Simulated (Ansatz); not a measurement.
## Cu$_{2}$O: band-structure calculation

The run: band-structure calculation of Cu$_{2}$O (Pn-3m, 6 atoms in the cell). Method and program: DFT, PBE, plane waves, PAW, no spin polarisation (Ansatz 0.2.0).

The structure derives from an entry of the Crystallography Open Database. The geometry comes from this level: r2SCAN (a point of a series of strains).

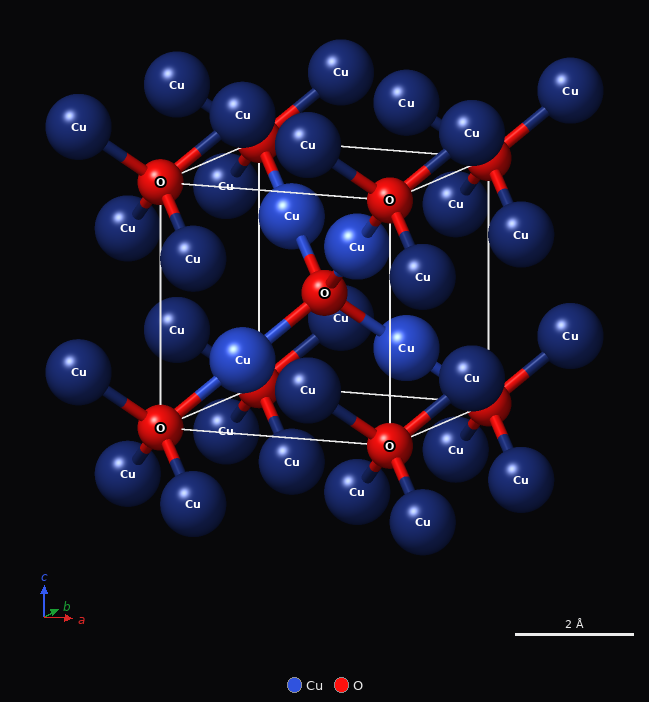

*The structure (ball-and-stick view of the cell of the calculation, seen slightly off an axis; neighbours outside the cell are drawn fainter).*

Near neighbours in the crystal (not all of them lie inside the picture): Cu has 2 O at 1.84 Å; O has 4 Cu at 1.84 Å.

**Input file**
```yaml
crystal:
  lattice:
    - [4.2460804697, 0.0, 0.0]
    - [0.0, 4.2460804697, 0.0]
    - [0.0, 0.0, 4.2460804697]
  atoms:
    - { symbol: Cu, position: [0.25, 0.25, 0.25] }
    - { symbol: Cu, position: [0.25, 0.75, 0.75] }
    - { symbol: Cu, position: [0.75, 0.75, 0.25] }
    - { symbol: Cu, position: [0.75, 0.25, 0.75] }
    - { symbol: O, position: [0.0, 0.0, 0.0] }
    - { symbol: O, position: [0.5, 0.5, 0.5] }
kpoints:
  mp_grid: { grid: [6, 6, 6] }
  band_path:
    path: [[0.0, 0.0, 0.0], [0.0, 0.5, 0.0], [0.5, 0.5, 0.0], [0.5, 0.5, 0.5]]
    npoints: 1
hamiltonian:
  xc: pbe
scf:
  occupations: { method: fermi_dirac, width: 0.02 }
  n_extra_bands: 5
output:
  forces: true
  stress: true
  eigenvalues: true
  write_density: true
  write_potential: true
  elf: true
  volumetric_format: npy
```

Machine: 4 threads of Arm Neoverse V1, 24 GiB of memory available, shared host.

Launched with:
```bash
ansatz run input.yaml --threads 4 --pin off --max-ram 5529MiB --backend cpu --events-out ev --progress --plain --runs-dir out
```

**The program's output**
```
scf.n_extra_bands = 5 over 44 filled bands (N_el = 88.0): the run solves 49 bands
Engine: ansatz 0.2.0, aarch64-unknown-linux-gnu
Pseudopotentials: kind: paw
Pseudopotential: Cu, paw, valence charge 19, recommended cutoff 420 eV (normal), Cu.paw.azcp
Pseudopotential: O, paw, valence charge 6, recommended cutoff 420 eV (normal), O.paw.azcp
Functional definition: PBE
  parameter kappa = 0.804
  parameter beta = 0.06672455060314922
  exchange = pbe_x(kappa = kappa, mu = beta*pi^2/3)
  correlation = pbe_c(beta = beta)
Crystal: 6 atoms, lattice volume = 76.553 Å³
Basis set: ecut = 420 eV, 1503 PW (Γ), exchange–correlation on 60×60×60 points (8 copies of the dense FFT grid, shifted against one another)
Bands: 49, of which v1, the nominal top of the filled ones, is band 44 counted from 1 (43 counted from 0)
Symmetry: 48 space group operations
Space group: Pn-3m (ITA 224), of the structure as read, at distance tolerance 4.2e-5 Å
k-points: 20 of 216
Non-local potential: Cu, projectors of the file, l = 0: 3, l = 1: 2, l = 2: 3, l = 3: 1
Non-local potential: O, projectors of the file, l = 0: 2, l = 1: 2, l = 2: 1
PAW form: soft (Blöchl's): semilocal exchange-correlation on the pseudo side does not see the compensation charge
PAW one-centre angular grid: Cu, 590 points (default); XC on 64 Gauss nodes
PAW one-centre angular grid: O, 110 points (default); XC on 64 Gauss nodes
Initial density: superposition of atomic densities (neutral atoms: chi_scale 0, normalization atom), corrected by the library's trained network
Initial wavefunctions: pseudopotential atomic-orbital guess
Functional: x = pbe(κ = 0.804, μ = 0.2195149727645171), c = pbe(β = 0.06672455060314922)
SCF iter   1: F=—  HF=-27632.950750 eV  |F-HF|=—  |Δ(HF+E_count)|=         —  Δρ=1.49e-3  dr2=9.86e-4  ethr=1.77e-3  ⟨swp⟩=6.0  Hψ=3301  notcnv=0
preconditioner: auto → Resta (q_TF=auto, 2.792 Å⁻¹)  ε∞=17.0  [insulator: Δε(μ)=0.558 eV  Ē_g=7.928 eV  σ=0.020 eV  W_gap=1.00  n_scr=26 (ndim 8)  ℏωp=31.8 eV  f_vac=0.020  D(μ)=0.00/eV (n_scr^D=0)  ε∞_Penn≈17.0]
SCF iter   2: F=—  HF=-27632.951955 eV  |F-HF|=—  |Δ(HF+E_count)|=   1.20e-3  Δρ=6.52e-4  dr2=2.49e-4  ethr=1.12e-6  ⟨swp⟩=3.1  Hψ=2338  notcnv=0
SCF iter   3: F=—  HF=-27632.952191 eV  |F-HF|=—  |Δ(HF+E_count)|=   2.37e-4  Δρ=8.88e-4  dr2=3.54e-4  ethr=2.83e-7  ⟨swp⟩=2.4  Hψ=1828  notcnv=0
SCF iter   4: F=—  HF=-27632.952156 eV  |F-HF|=—  |Δ(HF+E_count)|=   3.47e-5  Δρ=2.04e-4  dr2=1.98e-5  ethr=2.83e-7  ⟨swp⟩=2.0  Hψ=1365  notcnv=0
SCF iter   5: F=—  HF=-27632.952001 eV  |F-HF|=—  |Δ(HF+E_count)|=   1.55e-4  Δρ=8.71e-5  dr2=8.49e-6  ethr=2.25e-8  ⟨swp⟩=2.0  Hψ=1522  notcnv=0
SCF iter   6: F=—  HF=-27632.952001 eV  |F-HF|=—  |Δ(HF+E_count)|=   1.54e-7  Δρ=9.50e-5  dr2=3.80e-6  ethr=9.65e-9  ⟨swp⟩=2.0  Hψ=1522  notcnv=0
SCF iter   7: F=-27632.952001 eV  HF=-27632.952001 eV  |F-HF|=6.77e-8  |Δ(HF+E_count)|=   6.59e-7  Δρ=1.34e-5  dr2=7.55e-8  ethr=1.14e-10  ⟨swp⟩=8.2  Hψ=7121  notcnv=0
SCF 1 converged in 7 iterations: F = -27632.952001 eV  dr2 = 7.55e-8
  greatest PAW one-centre occupation: 1.000 electrons in one spin orbital (limit 2), on the Cu atom at site 3 (counted from 0), in its partial waves of l = 0
```

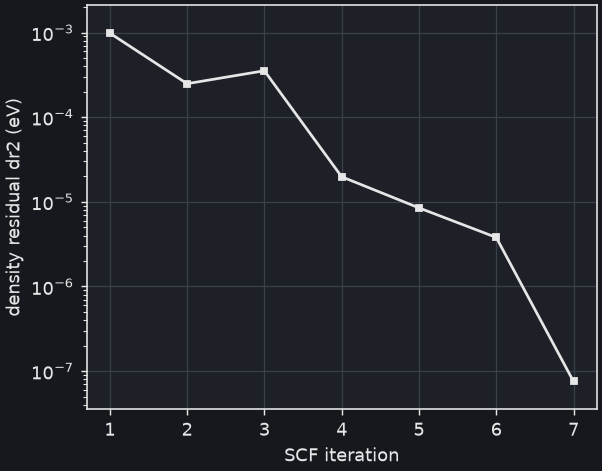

*Convergence of the self-consistent field: density residual dr2 against the SCF iteration.*

The residual falls almost steadily, with no more than small rises.

```
NSCF: frozen V_eff on 4 k-points
SCF converged after 7 iterations
Free energy (F): -27632.952001 eV
Harris-Foulkes:  -27632.952001 eV  (|F-HF|=6.77e-8)
Internal energy: -27632.952001 eV  (E = F + TS)
E sigma→0 (E₀):  -27632.952001 eV
Fermi energy:    11.461712 eV
--- Per-component energies (eV) ---
  E_band       = -1818.729919
  E_kinetic    = 1545.602810
  E_local      = -19670.902439  (includes V_loc(G=0)·N_el)
  E_nonlocal   = 1675.521637
  E_hartree    = 8587.128885
  E_xc         = -499.106591
  E_vxc        = -641.637090  (∫ρ·V_xc dr)
  E_paw        = -6980.784252  (= ΣΔE_a)
  E_vpaw       = -1901.610731  (= ΣTr[D̂ρ^β])
  E_aug_tail   = 0.005983  (compensation charges beyond the density's cutoff)
  E_ewald      = -12290.418034
  E_smearing   = -0.000000  (= −TS)
  E_closure    = 0.000000  (closes the sum)
  Σ components = -27632.952001   (vs F -27632.952001, Δ=0.00e0)
--- Forces (eV/Å), atoms counted from 1 ---
  atom   1  Cu     0.00000000    -0.00000000    -0.00000000
  atom   2  Cu     0.00000000    -0.00000000     0.00000000
  atom   3  Cu     0.00000000    -0.00000000    -0.00000000
  atom   4  Cu     0.00000000    -0.00000000     0.00000000
  atom   5  O      0.00000000    -0.00000000     0.00000000
  atom   6  O      0.00000000     0.00000000     0.00000000
  max |Σ_I F_I| component: 4.63e-18 eV/Å
--- Stress (GPa, compression-positive) ---
        4.489569       0.000000       0.000000
        0.000000       4.489569       0.000000
        0.000000       0.000000       4.489569
  P = ⅓ Tr σ = 4.4896 GPa (44.896 kbar)
--- Band table (eV; the first three rows and the last of 20) ---
  k-point 0: bands = ["-100.9280", "-100.9265", "-100.9265", "-100.9265", "-58.4899", "-58.4749", "-58.4749", "-58.4749", "-58.2475", "-58.2475", "-58.2395", "-58.2395", "-58.2395", "-58.2359", "-58.2359", "-58.2359", "-9.1200", "-8.3495", "3.7914", "3.7914", "3.7914", "6.2086", "6.2653", "6.2653", "6.2653", "8.0996", "8.0996", "8.2305", "8.2305", "8.2305", "9.1291", "9.1291", "9.2446", "9.2446", "9.2446", "9.3869", "9.3869", "9.3869", "9.5935", "9.5935", "9.5935", "11.1714", "11.1714", "11.1714", "11.7276", "12.3497", "12.3497", "19.1424", "19.1424"]
  k-point 1: bands = ["-100.9279", "-100.9266", "-100.9265", "-100.9265", "-58.4889", "-58.4759", "-58.4749", "-58.4749", "-58.2469", "-58.2467", "-58.2400", "-58.2393", "-58.2393", "-58.2367", "-58.2361", "-58.2361", "-9.0677", "-8.4002", "3.8623", "3.8954", "3.8954", "5.6604", "6.0016", "6.0016", "6.6743", "8.1492", "8.2314", "8.2619", "8.4263", "8.4263", "9.1160", "9.1490", "9.1844", "9.2817", "9.2817", "9.2911", "9.4451", "9.4451", "9.4551", "9.5686", "9.5686", "10.2852", "11.1020", "11.1020", "11.9679", "12.7940", "13.2924", "18.6651", "19.0095"]
  k-point 2: bands = ["-100.9276", "-100.9269", "-100.9265", "-100.9265", "-58.4861", "-58.4786", "-58.4749", "-58.4749", "-58.2455", "-58.2446", "-58.2415", "-58.2389", "-58.2389", "-58.2388", "-58.2365", "-58.2365", "-8.9255", "-8.5396", "4.0841", "4.1753", "4.1753", "5.0215", "5.4812", "5.4812", "7.1312", "8.1327", "8.3016", "8.5421", "8.7531", "8.7531", "8.9241", "9.0002", "9.0857", "9.2037", "9.2316", "9.2316", "9.3603", "9.4024", "9.4928", "9.4928", "9.7445", "9.7445", "10.9162", "10.9162", "12.6209", "13.8866", "13.9204", "17.1736", "18.7450"]
  k-point 19: bands = ["-100.9270", "-100.9268", "-100.9268", "-100.9268", "-58.4905", "-58.4748", "-58.4748", "-58.4748", "-58.2467", "-58.2467", "-58.2467", "-58.2364", "-58.2364", "-58.2361", "-58.2361", "-58.2361", "-8.9356", "-8.4294", "3.8910", "3.8910", "3.8910", "5.3698", "5.3698", "5.3698", "7.8836", "7.8836", "7.8836", "8.6076", "8.6076", "8.8479", "8.8479", "8.8479", "9.1985", "9.1985", "9.1985", "9.3994", "9.3994", "9.3994", "9.5389", "9.5389", "10.1767", "10.5946", "10.5946", "10.5946", "13.5795", "13.5795", "13.5795", "16.0789", "16.0789"]
```

**File bands.tsv**
```
# k_distance	band_0	band_1	band_2	band_3	band_4	band_5	band_6	band_7	band_8	band_9	band_10	band_11	band_12	band_13	band_14	band_15	band_16	band_17	band_18	band_19	band_20	band_21	band_22	band_23	band_24	band_25	band_26	band_27	band_28	band_29	band_30	band_31	band_32	band_33	band_34	band_35	band_36	band_37	band_38	band_39	band_40	band_41	band_42	band_43	band_44	band_45	band_46	band_47	band_48
# fermi_ev = 11.461712
# lock_threshold_ev = 1e-6
# [0, 0, 0] at k_distance = 0.000000
# [0, 0.5, 0] at k_distance = 0.739881
# [0.5, 0.5, 0] at k_distance = 1.479761
# [0.5, 0.5, 0.5] at k_distance = 2.219642
# levels_relative_to = fermi_ev
# free_energy_ev = -27632.952001
# largest_residual_norms_ev = 9.207e-4 8.789e-4 7.750e-4 1.155e-3 4.139e-4 3.083e-4 3.677e-4 4.689e-4 3.768e-4 4.706e-4 5.472e-4 3.592e-4 5.026e-4 3.842e-4 3.596e-4 4.229e-4 3.585e-4 7.605e-4 4.285e-4 4.634e-4 3.711e-4 4.235e-4 5.425e-4 1.647e-3 1.830e-3 7.574e-4 1.032e-3 4.937e-4 3.717e-4 8.403e-4 3.527e-4 8.847e-4 2.491e-4 7.903e-4 2.817e-4 3.315e-4 2.534e-4 1.198e-3 6.955e-4 9.089e-4 5.332e-4 6.626e-4 5.988e-4 6.354e-4 8.501e-4 9.587e-4 1.543e-3 3.612e-4 3.227e-4
0.000000	-112.389696	-112.388243	-112.388243	-112.388243	-69.951610	-69.936634	-69.936634	-69.936634	-69.709188	-69.709188	-69.701206	-69.701206	-69.701206	-69.697630	-69.697630	-69.697630	-20.581706	-19.811178	-7.670348	-7.670348	-7.670348	-5.253125	-5.196381	-5.196381	-5.196381	-3.362124	-3.362124	-3.231243	-3.231243	-3.231243	-2.332657	-2.332657	-2.217078	-2.217078	-2.217078	-2.074806	-2.074806	-2.074806	-1.868226	-1.868226	-1.868226	-0.290288	-0.290288	-0.290288	0.265886	0.888033	0.888033	7.680738	7.680738
0.739881	-112.389003	-112.389003	-112.388231	-112.388231	-69.944120	-69.944120	-69.936604	-69.936604	-69.705189	-69.705189	-69.703458	-69.703458	-69.700331	-69.700331	-69.698568	-69.698568	-20.193584	-20.193584	-7.046880	-7.046880	-6.988945	-6.988945	-6.317592	-6.317592	-3.772043	-3.772043	-2.898971	-2.898971	-2.695450	-2.695450	-2.495152	-2.495152	-2.354417	-2.354417	-2.353065	-2.353065	-2.181894	-2.181894	-1.988792	-1.988792	-1.506634	-1.506634	-0.691181	-0.691181	1.983577	1.983577	3.917677	3.917677	7.150841
1.479761	-112.388653	-112.388653	-112.388551	-112.388551	-69.944310	-69.944310	-69.936434	-69.936434	-69.705846	-69.705846	-69.703247	-69.703247	-69.700483	-69.700483	-69.697977	-69.697977	-20.170442	-20.170442	-7.792070	-7.792070	-6.607187	-6.607187	-5.950886	-5.950886	-3.344896	-3.344896	-3.104751	-3.104751	-2.625274	-2.625274	-2.584813	-2.584813	-2.518545	-2.518545	-2.236018	-2.236018	-2.222407	-2.222407	-1.788466	-1.788466	-1.521312	-1.521312	-0.957037	-0.957037	1.618892	1.618892	3.562307	3.562307	6.524289
2.219642	-112.388727	-112.388527	-112.388527	-112.388527	-69.952165	-69.936504	-69.936504	-69.936504	-69.708410	-69.708410	-69.708410	-69.698072	-69.698072	-69.697860	-69.697860	-69.697860	-20.397313	-19.891145	-7.570681	-7.570681	-7.570681	-6.091885	-6.091885	-6.091885	-3.578137	-3.578137	-3.578137	-2.854062	-2.854062	-2.613796	-2.613796	-2.613796	-2.263176	-2.263176	-2.263176	-2.062326	-2.062326	-2.062326	-1.922816	-1.922816	-1.285032	-0.867130	-0.867130	-0.867130	2.117750	2.117750	2.117750	4.617227	4.617227
```

**File rho_z.tsv**
```
# z_ang	rho[e/angstrom^3]
# format = ansatz-planar-average/11
# lattice	4.246080470	0.000000000	0.000000000
# lattice	0.000000000	4.246080470	0.000000000
# lattice	0.000000000	0.000000000	4.246080470
# sites	6
# site	29	1.061520117	1.061520117	1.061520117
# site	29	1.061520117	3.184560352	3.184560352
# site	29	3.184560352	3.184560352	1.061520117
# site	29	3.184560352	1.061520117	3.184560352
# site	8	0.000000000	0.000000000	0.000000000
# site	8	2.123040235	2.123040235	2.123040235
0.000000	4.989718e-1
0.141536	4.848379e-1
0.283072	4.645167e-1
0.424608	5.026832e-1
0.566144	7.116890e-1
0.707680	1.240286e0
0.849216	2.102828e0
0.990752	2.865102e0
1.132288	2.865102e0
1.273824	2.102828e0
1.415360	1.240286e0
1.556896	7.116890e-1
1.698432	5.026832e-1
1.839968	4.645167e-1
1.981504	4.848379e-1
2.123040	4.989718e-1
2.264576	4.848379e-1
2.406112	4.645167e-1
2.547648	5.026832e-1
2.689184	7.116890e-1
2.830720	1.240286e0
2.972256	2.102828e0
3.113792	2.865102e0
3.255328	2.865102e0
3.396864	2.102828e0
3.538400	1.240286e0
3.679936	7.116890e-1
3.821472	5.026832e-1
3.963008	4.645167e-1
4.104544	4.848379e-1
```

**File v_z.tsv**
```
# z_ang	v_es[eV]	v_tot[eV]
# format = ansatz-planar-average/11
# xc	pbe
# density_cutoff_ev	1680
# datasets	Cu=:simpson_from_first_knot:soft	O=:simpson_from_first_knot:soft
# lattice	4.246080470	0.000000000	0.000000000
# lattice	0.000000000	4.246080470	0.000000000
# lattice	0.000000000	0.000000000	4.246080470
# sites	6
# site	29	1.061520117	1.061520117	1.061520117
# site	29	1.061520117	3.184560352	3.184560352
# site	29	3.184560352	3.184560352	1.061520117
# site	29	3.184560352	1.061520117	3.184560352
# site	8	0.000000000	0.000000000	0.000000000
# site	8	2.123040235	2.123040235	2.123040235
0.000000	8.881079e0	-1.119487e0
0.141536	8.771368e0	-1.298490e0
0.283072	8.177894e0	-2.067372e0
0.424608	6.894600e0	-3.570152e0
0.566144	5.297956e0	-5.399673e0
0.707680	3.714337e0	-7.240806e0
0.849216	2.329945e0	-8.888151e0
0.990752	1.603832e0	-9.787839e0
1.132288	1.603832e0	-9.787839e0
1.273824	2.329945e0	-8.888151e0
1.415360	3.714337e0	-7.240806e0
1.556896	5.297956e0	-5.399673e0
1.698432	6.894600e0	-3.570152e0
1.839968	8.177894e0	-2.067372e0
1.981504	8.771368e0	-1.298490e0
2.123040	8.881079e0	-1.119487e0
2.264576	8.771368e0	-1.298490e0
2.406112	8.177894e0	-2.067372e0
2.547648	6.894600e0	-3.570152e0
2.689184	5.297956e0	-5.399673e0
2.830720	3.714337e0	-7.240806e0
2.972256	2.329945e0	-8.888151e0
3.113792	1.603832e0	-9.787839e0
3.255328	1.603832e0	-9.787839e0
3.396864	2.329945e0	-8.888151e0
3.538400	3.714337e0	-7.240806e0
3.679936	5.297956e0	-5.399673e0
3.821472	6.894600e0	-3.570152e0
3.963008	8.177894e0	-2.067372e0
4.104544	8.771368e0	-1.298490e0
```

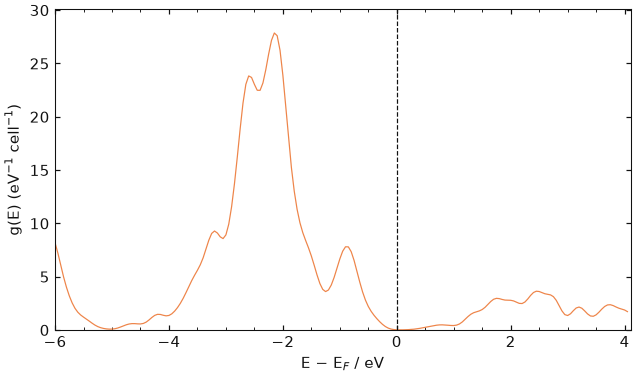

*Density of states (the curve is built from the levels of the k mesh with Gaussians 0.3 eV wide, which also blur the band edges), with energies from the Fermi level.*

Small ripples come from the finite k-point mesh.

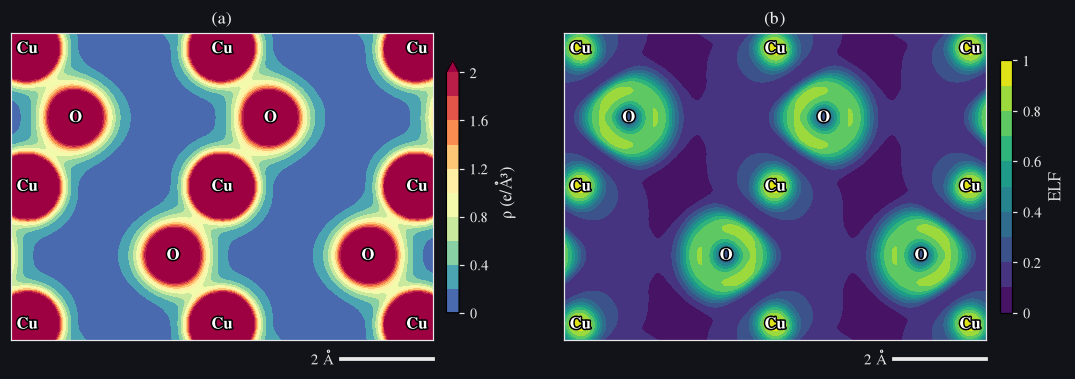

*(a) valence pseudo-density; (b) ELF on the (101̄) plane of the conventional cell.*

The plane passes through Cu and O nuclei. Cu–O (1.84 Å): ρ is about 0.84 e/Å³ halfway; the ELF is about 0.25 at the midpoint. Away from the nuclei the density in this plane falls to 0.04 e/Å³ at its lowest. The strong features right at Cu lie inside the PAW spheres (semicore, d or f shells) and say nothing about bonding. Core electrons are frozen (PAW), so the fields are smoothed inside the atomic spheres.

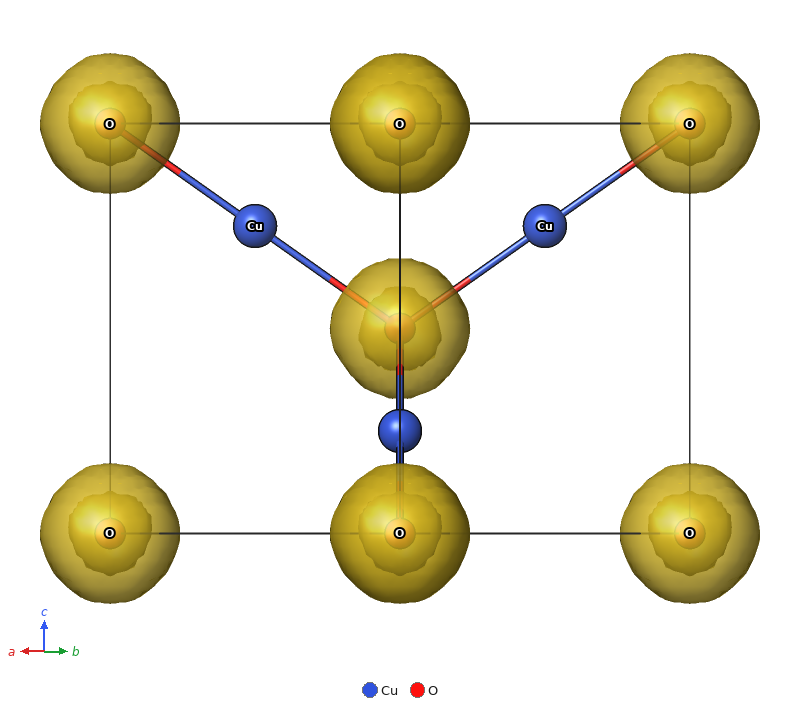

*Isosurface of the ELF at 0.75 (yellow), seen along [110]. Core shells and regions of very low density are left out. Sticks mark near contacts. The outline is the cell set on symmetry axes.*

Profiles from the grid: Cu–O (1.84 Å): the ELF is about 0.25 at the midpoint.

**Summary**

| quantity | value |
| --- | --- |
| outcome | converged |
| space group (tolerance 0.01 Å) | Pn-3m (224) |
| electrons treated | 88 |
| free energy | −27632.9520 eV |
| Fermi energy | 11.462 eV |
| band gap | 0.56 eV |
| pressure | 4.49 GPa |
| largest force (length of the vector) | under 0.001 eV/Å |
| wall time | 1.9 s (CPU time 6.7 s) |
| peak memory | 0.41 GiB |

**Notes**

The run has no spin polarisation, so a magnetic state may lie lower.
